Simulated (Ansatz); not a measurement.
System: W.

```cif
data_structure
_symmetry_space_group_name_H-M 'P 1'
_symmetry_Int_Tables_number 1
_cell_length_a 5.0830
_cell_length_b 5.0830
_cell_length_c 5.1847
_cell_angle_alpha 90.000
_cell_angle_beta 90.000
_cell_angle_gamma 90.000
_cell_volume 133.96
loop_
_atom_site_label
_atom_site_type_symbol
_atom_site_fract_x
_atom_site_fract_y
_atom_site_fract_z
_atom_site_occupancy
W1 W 0.00000 0.50000 0.00000 1
W2 W 0.50000 0.00000 0.50000 1
W3 W 0.00000 0.00000 0.25000 1
W4 W 0.00000 0.00000 0.75000 1
W5 W 0.25000 0.50000 0.50000 1
W6 W 0.75000 0.50000 0.50000 1
W7 W 0.50000 0.25000 0.00000 1
W8 W 0.50000 0.75000 0.00000 1
```

Space group P4₂/mmc; computed pressure about −6 GPa in this cell.

All numbers below come from DFT, PBE, plane-wave PAW, default files, scalar-relativistic (Ansatz).

What will maps of the valence pseudo-density and electron localisation function show?

Answer. W–W (2.59 Å): ρ at the midpoint is about 0.54 e/Å³; the ELF is about 0.40 at the midpoint.
W–W (2.85 Å): ρ is about 0.36 e/Å³ halfway; the ELF is about 0.40 at the midpoint.

Does the calculation make it a metal, or give it a gap?

Answer. It is metallic or semimetallic at this level of theory: no gap opens.

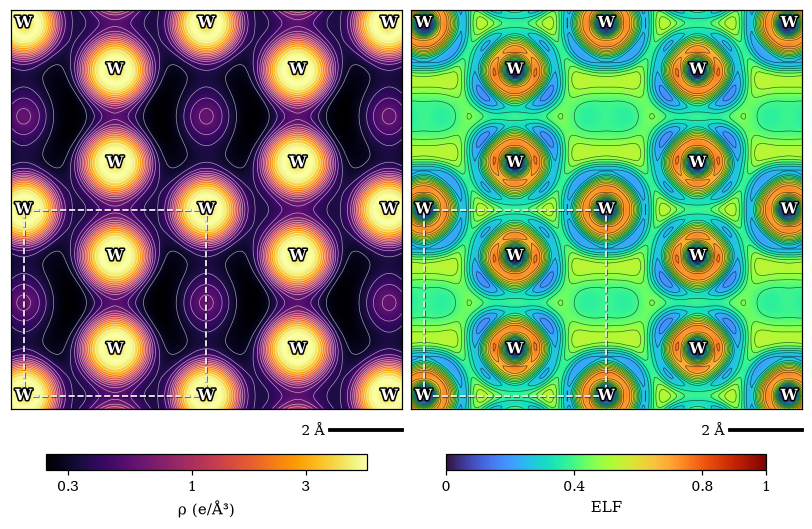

Computed valence pseudo-density and electron localisation function on the (010) plane of the conventional cell, in this order. 

The density is the valence pseudo-density of a PAW calculation; it isn't the true density close to the nuclei.
